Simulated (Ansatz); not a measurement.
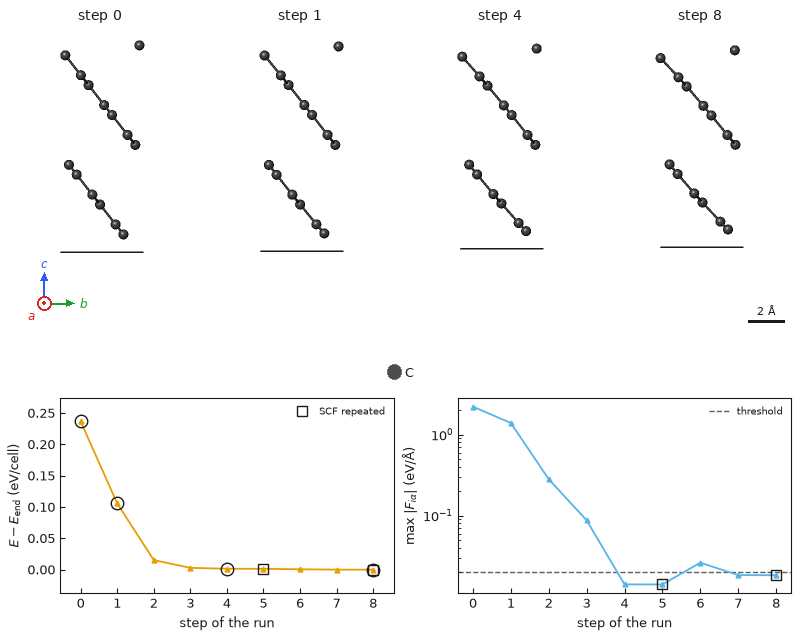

Frames of a relaxation of a slab of composition C (cut from the C2/m phase), marked on the history of the run. Style: ball-and-stick. Shown: the 3 × 1 repeat of the cell, outlined in the plane, without the vacuum, along the a axis.

Case: (1 1 1) slab, atoms relaxed. The slab is the (1 1 1) face of C.

Method: Ansatz, DFT PBEsol, scalar-relativistic, plane waves, PAW.

Input file:
```yaml
crystal:
  lattice:
    - [2.4588653568, 0.0, 0.0]
    - [-0.0082156207, 4.6028676067, 0.0]
    - [0.0, 0.0, 25.6256818996]
  atoms:
    - { symbol: C, position: [0.749205201, 0.7626120255, 0.2926751385] }
    - { symbol: C, position: [0.2488891958, 0.6675969581, 0.3144920543] }
    - { symbol: C, position: [0.2482523995, 0.4777165173, 0.3581472731] }
    - { symbol: C, position: [0.7479363943, 0.3827014499, 0.3799641888] }
    - { symbol: C, position: [0.7472995979, 0.1928210092, 0.4236194076] }
    - { symbol: C, position: [0.2469835927, 0.0978059417, 0.4454363234] }
    - { symbol: C, position: [0.2463467963, 0.907925501, 0.4890915421] }
    - { symbol: C, position: [0.7460307911, 0.8129104335, 0.5109084579] }
    - { symbol: C, position: [0.7453939948, 0.6230299928, 0.5545636766] }
    - { symbol: C, position: [0.2450779895, 0.5280149253, 0.5763805924] }
    - { symbol: C, position: [0.2444411932, 0.3381344846, 0.6200358112] }
    - { symbol: C, position: [0.744125188, 0.2431194171, 0.6418527269] }
    - { symbol: C, position: [0.7434883916, 0.0532389764, 0.6855079457] }
    - { symbol: C, position: [0.2431723864, 0.958223909, 0.7073248615] }
basis:
  ecutwfc: 420
kpoints:
  mp_grid: { grid: [11, 6, 1] }
hamiltonian:
  xc: pbesol
scf:
  occupations: { method: gaussian, width: 0.05 }
output:
  forces: true
  eigenvalues: true
  write_density: true
  write_potential: true
  elf: true
  volumetric_format: npy
relax:
  adjacent_minimum: "off"
  f_tol: 0.02
  max_steps: 60
efield:
  axis: 3
  dipole_correction: true
  ramp_width: 0.04
```

Launched with:
```bash
ansatz run input.yaml --threads 1 --pin off --max-ram 2560MiB --backend cpu --events-out ev --progress --plain --runs-dir out
```

Q: What happens along the run?

A: The largest moves relative to the layer's centre, 0.38 Å, are those of C1 and C14. C14 goes at 43° to the normal (−c side). The cell doesn't change. Near-neighbour distances that change, for instance: C12–C13 1.420 → 1.470 Å, C13–C14 1.420 → 1.375 Å, C10–C11 1.420 → 1.431 Å, C11–C12 1.420 → 1.413 Å. Among the angles between lasting bonds that change: C2–C1–C2 120.0° → 126.8°, C1–C2–C3 120.0° → 116.6°. The energy falls by 0.237 eV per cell of the calculation in 6 accepted moves (8 points after the start). Largest force component: 2.2 eV/Å at the start, 0.018 eV/Å at the end. 2 steps only repeated the SCF at the same geometry. The run took 17 min on 1 thread of Arm Neoverse N1 (shared host), peak memory 0.6 GiB. From step 0 to 1: C atoms move most (0.08 Å), energy −0.131 eV per cell of the calculation. From step 1 to 4: C atoms move most (0.16 Å), energy −0.104 eV per cell of the calculation. From step 4 to 8: C atoms move most (0.14 Å), energy −1.4 meV per cell of the calculation.

| step | E − E(0), meV/atom | largest force component, eV/Å | note |
| --- | --- | --- | --- |
| 0 | 0.00 | 2.2121 |  |
| 1 | -9.35 | 1.3900 |  |
| 2 | -15.81 | 0.2809 |  |
| 3 | -16.69 | 0.0873 |  |
| 4 | -16.80 | 0.0141 |  |
| 5 | -16.80 | 0.0141 | same geometry, SCF repeated |
| 6 | -16.86 | 0.0262 |  |
| 7 | -16.89 | 0.0184 |  |
| 8 | -16.89 | 0.0183 | same geometry, SCF repeated |
